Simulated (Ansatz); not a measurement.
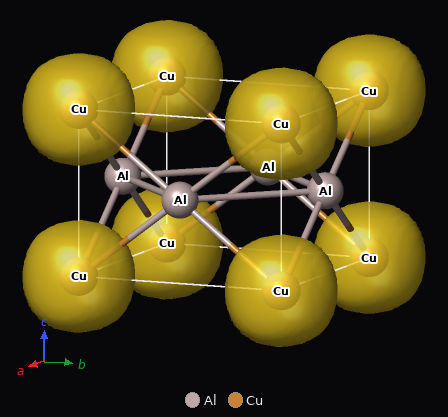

*Al2Cu. Isosurface of the valence electron density at 0.4 e/Å³ (yellow), seen slightly off an axis. Sticks mark near contacts.*

Space group P4/mmm; a structure from a database of computed crystals, not necessarily the ambient phase; computed without spin polarisation.

All numbers below come from DFT PBEsol, scalar-relativistic, plane waves, PAW (Ansatz 0.2.0).

The density is the valence pseudo-density of a PAW calculation; it isn't the true density close to the nuclei.

**What does this surface tell about the bonding?**

At this value the density breaks into separate islands; it holds about 70 % of the electrons treated as valence (semicore included). It bridges none of the near contacts. It is pinched off along the sampled Al–Cu (2.49 Å) and Al–Al (2.80 Å) contacts. On the grid the lowest density along these lines, outside the cores, is 0.26 e/Å³ (Al–Cu, 2.49 Å) and 0.22 e/Å³ (Al–Al, 2.80 Å).

**Metal or insulator at this level of theory?**

It is gapless in this calculation (a metal or semimetal).
